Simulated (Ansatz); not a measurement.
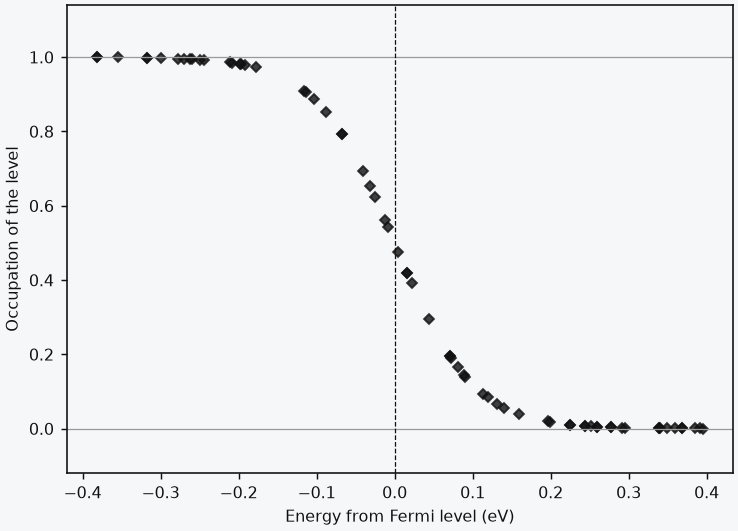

Occupations of the one-electron levels of the k mesh against their energy, from a run on Ir, space group P6_3/mmc (No. 194), 2 atoms in the cell, with Ansatz.

Which smearing scheme was used (Fermi-Dirac, Gaussian, Methfessel-Paxton or cold), and about what width?

Answer. Fermi-Dirac smearing with a width of 0.05 eV. The occupations stay between 0 and 1 and have long exponential tails; the slope at the Fermi level is 1/(4 × width).
